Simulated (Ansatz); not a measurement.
Pt

```xyz
2
Lattice="1.9217 -1.9217 0.0000 2.0001 2.0001 0.0000 0.0000 0.0000 3.9218" Properties=species:S:1:pos:R:3 pbc="T T T"
Pt    0.0000    0.0000    0.0000
Pt    1.9609    0.0392    1.9609
```

Space group Immm; computed pressure about 11 GPa in this cell.

These are results of Kohn-Sham DFT of a periodic cell, PBE, Ansatz PAW (Ansatz), not measurements.

What can the converged valence pseudo-density and electron localisation function tell about the bonding?

Pt–Pt (2.72 Å): ρ at the midpoint is about 0.42 e/Å³; the ELF is about 0.30 at the midpoint (no localised pair shows between them).
Pt–Pt (2.83 Å): ρ at the midpoint is about 0.34 e/Å³; the ELF is about 0.25 at the midpoint (no localised pair shows between them).

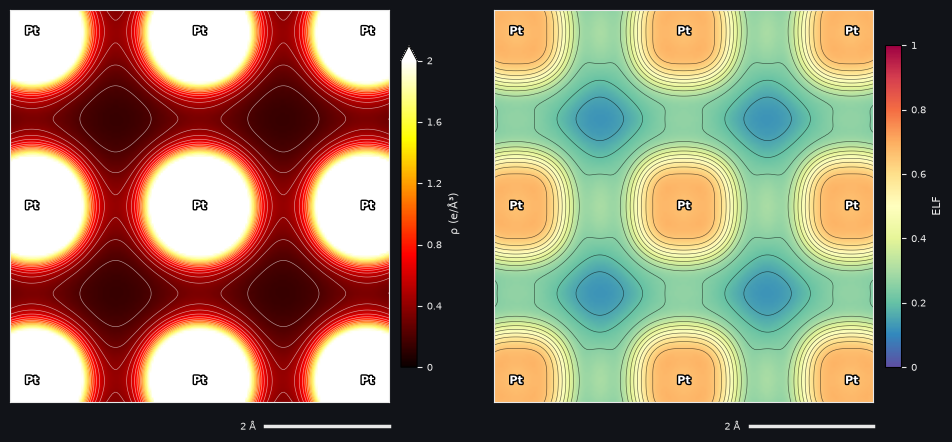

Computed valence pseudo-density and electron localisation function on the (001) plane of the conventional cell, in this order. 

Core electrons are frozen (PAW), and the valence fields are smoothed inside the atomic spheres.
